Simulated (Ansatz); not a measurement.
## Geometry relaxation, with input and output: ZnSe

System: ZnSe (F-43m, 2 atoms in the cell).
Method: DFT, PBE, plane waves, PAW (Ansatz 0.2.0).

The structure derives from an entry of the Crystallography Open Database.

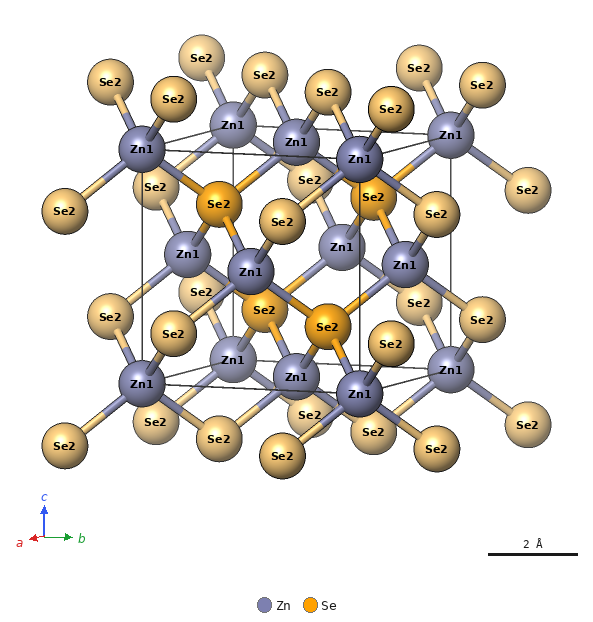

The starting structure (ball-and-stick view of the cell 4 times as large as that of the calculation, set on its symmetry axes, seen slightly off an axis; neighbours outside the cell are drawn fainter; atoms are numbered from 1 in the order of the input).

Outcome

```tsv
quantity	value
outcome	refused by the program
space group (tolerance 0.01 Å)	F-43m (216)
hardware	1 thread of Intel Xeon (Granite Rapids), 32 GiB of memory available, shared host
```

What went wrong

This input holds a deliberate fault: a cutoff in the wrong unit (`basis.ecutwfc`). The program refused the input: “YAML parse error: error: line 10 column 12: unknown unit factor `ev` — a unit is read by its exact case: `eV` is a unit here, `ev` is not --> <input>:10:12 | 8 | - { symbol: Se, position: [0.75, 0.75, 0.75] } 9 | basis: 10 | ecutwfc: "520 ev" | ^ unknown unit factor `ev` — a unit is read by its exact case: `eV` is a …”

Input
```yaml
crystal:
  lattice:
    - [0.0, 2.6805296698, 2.6805296698]
    - [2.6805296698, 0.0, 2.6805296698]
    - [2.6805296698, 2.6805296698, 0.0]
  atoms:
    - { symbol: Zn, position: [0.0, 0.0, 0.0] }
    - { symbol: Se, position: [0.75, 0.75, 0.75] }
basis:
  ecutwfc: "520 ev"
kpoints:
  mp_grid: { grid: [10, 10, 10] }
hamiltonian:
  xc: pbe
scf:
  occupations: { method: fixed }
  max_iter: 60
output:
  forces: true
  eigenvalues: true
  stress: true
relax:
  adjacent_minimum: "off"
  f_tol: 0.001
  max_steps: 60
  cell: { stress_tol: 0.02, p_target: 35.0 }
```

Run as:
```bash
ansatz run input.yaml --threads 1 --pin off --max-ram 3072MiB --backend cpu --events-out ev --progress --plain --runs-dir out
```

The program's output
```
Error: YAML parse error: error: line 10 column 12: unknown unit factor `ev` — a unit is read by its exact case: `eV` is a unit here, `ev` is not
  --> <input>:10:12
   |
 8 |     - { symbol: Se, position: [0.75, 0.75, 0.75] }
 9 | basis:
10 |   ecutwfc: "520 ev"
   |            ^ unknown unit factor `ev` — a unit is read by its exact case: `eV` is a unit here, `ev` is not
11 | kpoints:
12 |   mp_grid: { grid: [10, 10, 10] }
   |
```
